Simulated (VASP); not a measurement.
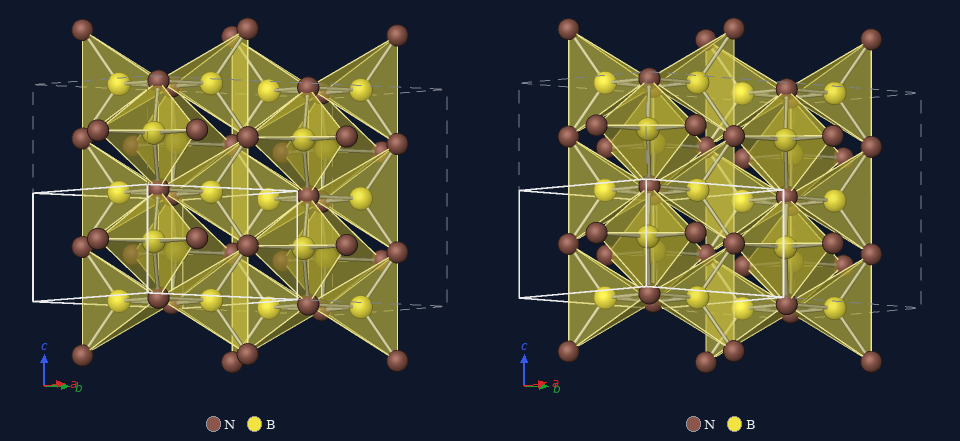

Polyhedra are drawn about B (bonds: B–N below 1.8 Å); other atoms are plain spheres. Two views of the same piece.

BN (space group P4_2/mnm, No. 136). Coordinates: a cell listed in the Materials Project, as set up for an electronic-structure calculation.

Sharing among the drawn polyhedra:

```csv
site,polyhedron,corner-sharing neighbours,edge-sharing,face-sharing,bond (Å)
B,BN4 tetrahedron,10,1,0,1.54–1.60
```

They form a three-dimensional framework of corner- and edge-sharing tetrahedra.
